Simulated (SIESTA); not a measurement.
# A series of single points on Al2O3

System: Al2O3 (P-3m1, 5 atoms in the cell).
Method: Kohn-Sham DFT of a periodic cell, LDA, PseudoDojo 0.4 standard, converted to PSML, no spin polarisation (SIESTA 5.4.2).

The 7 runs differ only in the geometry, by an even scaling of the cell at fixed fractional positions. The structure derives from a Materials Project entry.

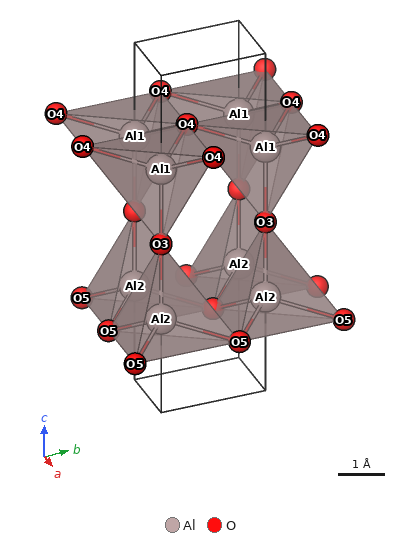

Figure 1. The structure of run 4 (polyhedral view of the cell of the calculation, seen slightly off an axis; polyhedra are completed across the faces of the cell; atoms are numbered from 1 in the order of the input). An atom can appear more than once, as a periodic image.

### Input of run 4
```
SystemName                      Al2O3
SystemLabel                     Al2O3
NumberOfSpecies                 2
NumberOfAtoms                   5
%block ChemicalSpeciesLabel
  1  13 Al
  2   8 O
%endblock ChemicalSpeciesLabel

LatticeConstant                 1.0 Ang
%block LatticeVectors
     3.0174825440     0.0000000000     0.0000000000
    -1.5087412720     2.6132165386     0.0000000000
     0.0000000000     0.0000000000     7.5746360022
%endblock LatticeVectors
AtomicCoordinatesFormat         Fractional
%block AtomicCoordinatesAndAtomicSpecies
     0.0000000000     0.0000000000     0.7220490000  1  Al
     0.0000000000     0.0000000000     0.2779510000  1  Al
     0.0000000000     0.0000000000     0.5000000000  2  O
     0.6666666667     0.3333333333     0.8005460000  2  O
     0.3333333333     0.6666666667     0.1994540000  2  O
%endblock AtomicCoordinatesAndAtomicSpecies

%block kgrid.MonkhorstPack
    8   0   0  0.0
    0   8   0  0.0
    0   0   3  0.0
%endblock kgrid.MonkhorstPack
XC.Functional                   LDA
XC.Authors                      PW92
PAO.BasisSize                   DZP
PAO.EnergyShift                 0.003 Ry
Mesh.Cutoff                     800 Ry
OccupationFunction              FD
ElectronicTemperature           0.05 eV
MaxSCFIterations                120
SCF.MustConverge                false
SCF.Mixer.Method                Pulay
SCF.Mixer.Weight                0.25
SCF.Mixer.History               8
SCF.DM.Tolerance                5.0e-05
SCF.H.Tolerance                 1.0e-03 eV
WriteForces                     true
Charge.Mulliken                 end
```

Command:
```bash
siesta < Al2O3.fdf > Al2O3.out 2>&1
```

Lattice vectors (Å) and fractional positions of run 4:
```
   3.017483    0.000000    0.000000
  -1.508741    2.613217    0.000000
   0.000000    0.000000    7.574636
Al  0.000000  0.000000  0.722049
Al  0.000000  0.000000  0.277951
O   0.000000  0.000000  0.500000
O   0.666667  0.333333  0.800546
O   0.333333  0.666667  0.199454
```

Run 3 differs from it as follows:
```diff
-     3.0174825440     0.0000000000     0.0000000000
-    -1.5087412720     2.6132165386     0.0000000000
-     0.0000000000     0.0000000000     7.5746360022
+     2.9972303731     0.0000000000     0.0000000000
+    -1.4986151865     2.5956776441     0.0000000000
+     0.0000000000     0.0000000000     7.5237979872
```

### Results, with one run withheld

| run | volume per atom (Å³) | free energy per atom, from the lowest run given (meV) | pressure (GPa) | gap on the mesh (eV) |
| --- | --- | --- | --- | --- |
| 1 | 11.229 | 0.92 | 2.50 | 2.61 |
| 2 | 11.468 | 0.00 | −1.16 | 2.45 |
| 3 | 11.707 | ? | ? | ? |
| 4 | 11.946 | 13.09 | −7.36 | 2.14 |
| 5 | 12.185 | 26.11 | −10.00 | 2.00 |
| 6 | 12.424 | 42.82 | −12.35 | 1.86 |
| 7 | 12.662 | 62.86 | −14.46 | 1.72 |

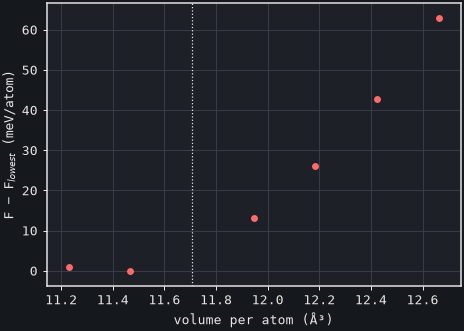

Figure 2. Free energy per atom of the runs given; the dotted line marks run 3.

Fit the runs given and predict run 3.

A cubic polynomial in V^(−2/3) (the Birch–Murnaghan form), fitted to the 6 runs given, misses them by at most 0.02 meV per atom. With x = V^(−2/3) − 0.19113 Å⁻², it reads F = 14.099 − 4470.7 x + 3.4673e+05 x² + 85780 x³ (meV per atom). At run 3 it gives 4.24 meV per atom, and the run itself gives 4.23. The slope of the fit gives a pressure −dF/dV of −4.44 GPa there, and the run prints −4.44 GPa. The fit has its minimum at 11.388 Å³ per atom, where V d²F/dV² gives 170 GPa. Cell shape and fractional positions are held, so this is the stiffness under even scaling; the relaxed bulk modulus wasn't computed and can be far lower in a crystal of layers, chains or molecules like this one. The gap on the mesh goes, without turning, from 2.61 eV in run 1 to 1.72 eV in run 7; run 3 has 2.29 eV. These are gaps of this functional on this mesh, which can miss the band edges; they aren't the measured gap.

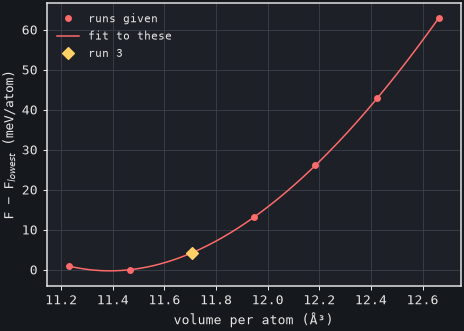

Figure 3. The fit and the withheld run.

### Some lines of the output (run 3)
```
[...]
outcell: Cell volume (Ang**3)        :     58.5340
stepf: Fermi-Dirac step function
siesta: Etot    =     -1476.217120
siesta: FreeEng =     -1476.217120
        iscf     Eharris(eV)        E_KS(eV)     FreeEng(eV)     dDmax    Ef(eV) dHmax(eV)
siesta: E_KS(eV) =            -1482.5867
siesta: E_KS - E_eggbox =     -1482.5867
siesta: Etot    =     -1482.586727
siesta: FreeEng =     -1482.586727
siesta:         Fermi =      -6.533459
siesta: Cell volume =         58.533974 Ang**3
    Orbital volume contribution        =           4.495175 eV
```

Notes: Points of doubt noted for this run: mulliken charges of long orbitals. With a small basis of atomic orbitals these values can differ much from converged plane-wave results.
